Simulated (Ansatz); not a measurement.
A series of calculations on MgO2

**1. Relaxation**

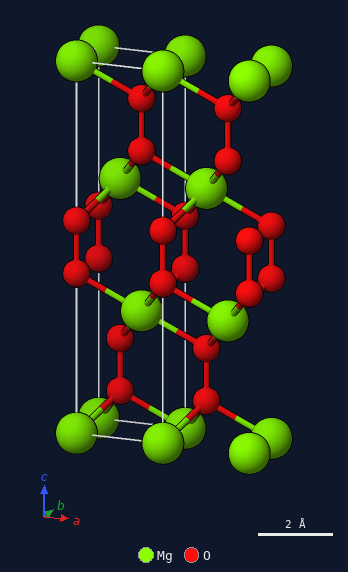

This is the input geometry for a relaxation of crystalline MgO₂ (set up in R-3m). Style: ball-and-stick. Shown: the conventional cell (3 times the calculation's cell), repeated 2 × 1 × 1 with one cell outlined, slightly off an axis. Lengths and directions refer to the drawn axes.

Case: volume × 0.97, shape and atoms relaxed.

All numbers below come from Ansatz, DFT PBEsol, scalar-relativistic, plane waves, PAW.

The input:
```yaml
crystal:
  lattice:
    - [1.5678241584, 0.9051836999, 3.422445295]
    - [-1.5678241584, 0.9051836999, 3.422445295]
    - [0.0, -1.8103673998, 3.422445295]
  atoms:
    - { symbol: Mg, position: [0.0, 0.0, 0.0] }
    - { symbol: O, position: [0.4291433726, 0.4291433726, 0.4291433726] }
    - { symbol: O, position: [0.5708566274, 0.5708566274, 0.5708566274] }
basis:
  ecutwfc: 420
kpoints:
  mp_grid: { grid: [12, 12, 12] }
hamiltonian:
  xc: pbesol
scf:
  occupations: { method: gaussian, width: 0.02 }
output:
  forces: true
  stress: true
  eigenvalues: true
relax:
  adjacent_minimum: "off"
  f_tol: 0.01
  max_steps: 30
  cell: { stress_tol: 0.1, fix: [volume] }
```

Launched with:
```bash
ansatz run input.yaml --threads 1 --pin off --max-ram 2560MiB --backend cpu --events-out ev --progress --plain --runs-dir out
```

### Where does the relaxation end?

The atoms keep their places relative to the cell (all moves are under 0.005 Å). The drawn cell changes at constant volume: a = b 3.136 → 3.129 Å (−0.2 %), c 10.267 → 10.311 Å (+0.4 %). Among the contacts that change: O2–O3 1.455 → 1.461 Å. The space group stays R-3m (No. 166). After 4 accepted moves (6 points after the start) the energy has fallen by 0.4 meV per atom. The largest force component goes from 0.17 to under 0.0001 eV/Å. Pressure: 4.53 GPa at the start and 4.12 GPa at the end. The SCF was repeated twice at an unchanged geometry on a basis and grid sized afresh for the cell, which shifted the energy by 0.1 meV per atom at most. The run took 31 s on 1 thread of Arm Neoverse V2, on a shared host, peak memory 0.36 GiB.

History of the run:

| step | E − E(0), meV/atom | largest force component, eV/Å | pressure, GPa | note |
| --- | --- | --- | --- | --- |
| 0 | 0.00 | 0.1659 | 4.53 |  |
| 1 | -0.44 | 0.0707 | 4.11 |  |
| 2 | -0.48 | 0.0373 | 4.12 |  |
| 3 | -0.49 | 0.0011 | 4.09 |  |
| 4 | -0.37 | 0.0018 | 4.08 | same geometry, new basis |
| 5 | -0.35 | 0.0003 | 4.12 |  |
| 6 | -0.39 | 0.0001 | 4.12 | same geometry, new basis |

**2. Relaxation**

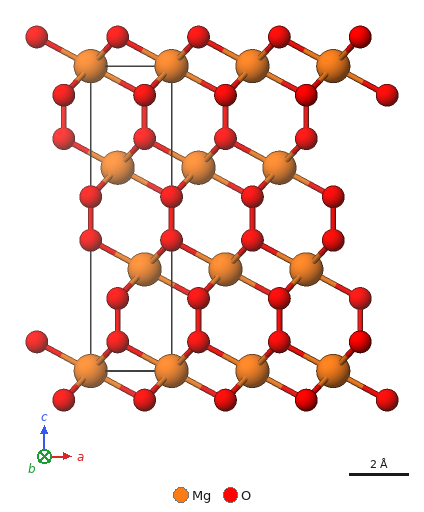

This is the input geometry for a relaxation of a crystal of MgO2 (set up in R-3m). Style: ball-and-stick. Shown: the conventional cell (3 times the calculation's cell), repeated 3 × 1 × 1 with one cell outlined, along the b axis. Lengths and directions refer to the drawn axes.

Level of theory: DFT PBEsol, scalar-relativistic, plane waves, PAW in Ansatz.

Input file:
```yaml
crystal:
  lattice:
    - [1.604761016, 0.9265092046, 3.4939788749]
    - [-1.604761016, 0.9265092046, 3.4939788749]
    - [0.0, -1.8530184092, 3.4939788749]
  atoms:
    - { symbol: Mg, position: [0.0, 0.0, 0.0] }
    - { symbol: O, position: [0.428786, 0.428786, 0.428786] }
    - { symbol: O, position: [0.571214, 0.571214, 0.571214] }
basis:
  ecutwfc: 420
kpoints:
  mp_grid: { grid: [12, 12, 12] }
hamiltonian:
  xc: pbesol
scf:
  occupations: { method: gaussian, width: 0.02 }
output:
  forces: true
  stress: true
  eigenvalues: true
  write_density: true
  write_potential: true
  elf: true
  volumetric_format: npy
relax:
  adjacent_minimum: "off"
  f_tol: 0.005
  max_steps: 80
  cell: { stress_tol: 0.05 }
```

Launched with:
```bash
ansatz run input.yaml --threads 1 --pin off --max-ram 2560MiB --backend cpu --events-out ev --progress --plain --runs-dir out
```

**Where does the relaxation end?**

The atoms keep their places relative to the cell (all moves are under 0.005 Å). The drawn cell changes as follows: a = b 3.210 → 3.168 Å (−1.3 %), c 10.482 → 10.372 Å (−1.0 %); the volume changes by −3.6 %. Near-neighbour distances that change, for instance: Mg1–O2 2.106 → 2.081 Å, O2–O3 1.493 → 1.470 Å. The space group stays R-3m (No. 166). After 5 accepted moves (7 points after the start) the energy has fallen by 6.1 meV per atom. Largest force component: 0.3 eV/Å at the start, 0.00016 eV/Å at the end. Pressure: −4.83 GPa at the start and −0.02 GPa at the end. At 2 points the geometry stayed and the basis and grid were re-selected for the new cell (energy shift of 1.6 meV per atom at most each time). The run took 40 s on 1 thread of Arm Neoverse V2, on a shared host, peak memory 0.36 GiB.

The end point in the same view:

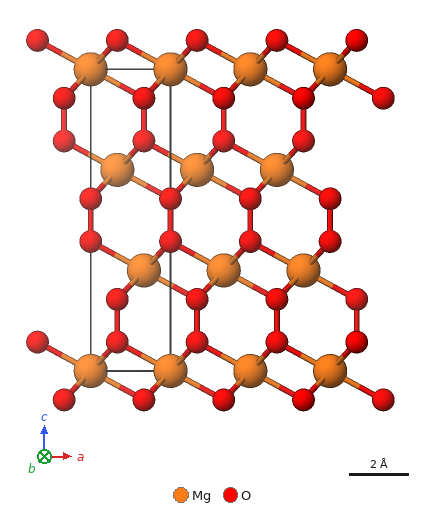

**3. A change**

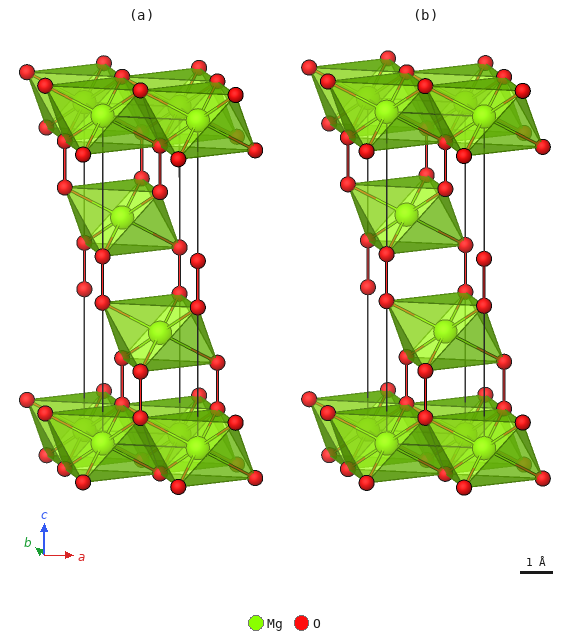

Left: solid MgO2 (set up in R-3m). Right: the same structure after one change, at the same scale. Style: polyhedral. Shown: the conventional cell (3 times the calculation's cell), slightly off an axis. Lengths and directions refer to the drawn axes.

Computed with Ansatz 0.2.0, DFT PBEsol, scalar-relativistic, plane waves, PAW. Settings: plane-wave cutoff 420 eV; k-point mesh 12 × 12 × 12; occupations gaussian; smearing width 0.02 eV; no spin polarisation.

**Which change leads from the left to the right?**

The volume is changed by +6.0 %. The cell's shape and the atoms are relaxed at that volume.

**What does the change do?**

It costs 13.1 meV per atom. The pressure goes from 0.0 to −6.6 GPa. The drawn cell changes as follows: a = b 3.168 → 3.242 Å (+2.3 %), c 10.372 → 10.497 Å (+1.2 %); the volume changes by +6.0 %. No atom moves by more than 0.005 Å relative to the cell. Near-neighbour distances before and after: Mg–O 2.081 → 2.125 Å, O–O 1.470 → 1.485 Å. The space group stays R-3m (No. 166).
